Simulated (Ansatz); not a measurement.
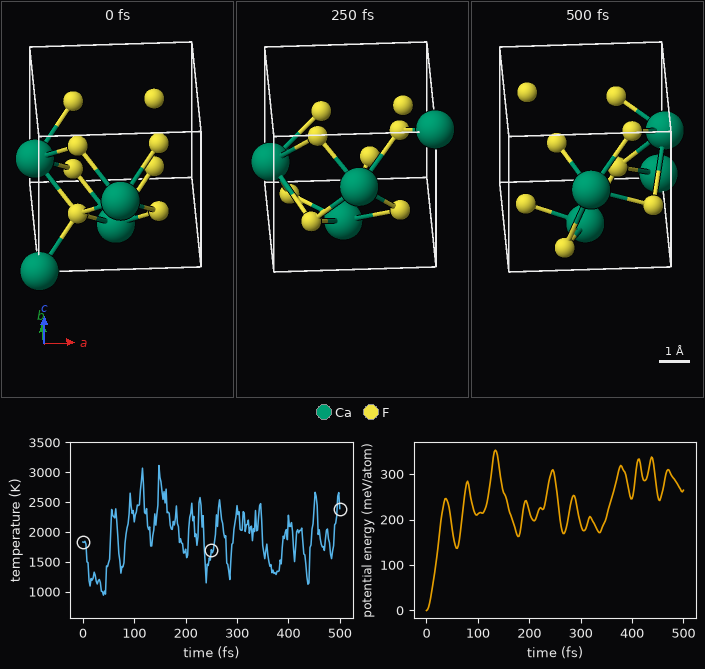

First-principles dynamics of a 12-atom cell of CaF2 (set up in Fm-3m), 500 fs long. The cell was cut from the crystal with space group Fm-3m. Frames and the history of the run. Style: ball-and-stick. Shown: the simulation cell, from a free direction. Atoms that leave the cell re-enter on the other side. Bonds to atoms that aren't drawn are left out.

All numbers below come from DFT PBEsol, scalar-relativistic, plane waves, PAW in Ansatz 0.2.0. Settings: plane-wave cutoff 420 eV; k-point mesh 2 × 2 × 2; Fermi-Dirac smearing 0.17 eV; Langevin thermostat (NVT); set temperature 2000 K; time step 2 fs; friction 0.02 per fs.

What do the frames and curves show?

The mean temperature in the second half is 1910 K (standard deviation 351 K). The potential energy is still drifting at the end, so the run hasn't reached equilibrium. The potential energy in the second half lies on average 252 meV per atom above the first frame. Root-mean-square distances from the starting positions over the second half, with the common drift of all atoms taken out: F 0.82 Å, Ca 0.43 Å. Against the typical shortest distance between atoms in the first frame, about 2.4 Å these are large excursions, but over 500 fs one can't yet tell strong vibration from the start of diffusion.

The run took 13 min on 1 thread of AMD EPYC 7R43 64-Core Processor (Zen 3) (shared host), peak memory 0.57 GiB.

PAW datasets: the set soft_1.
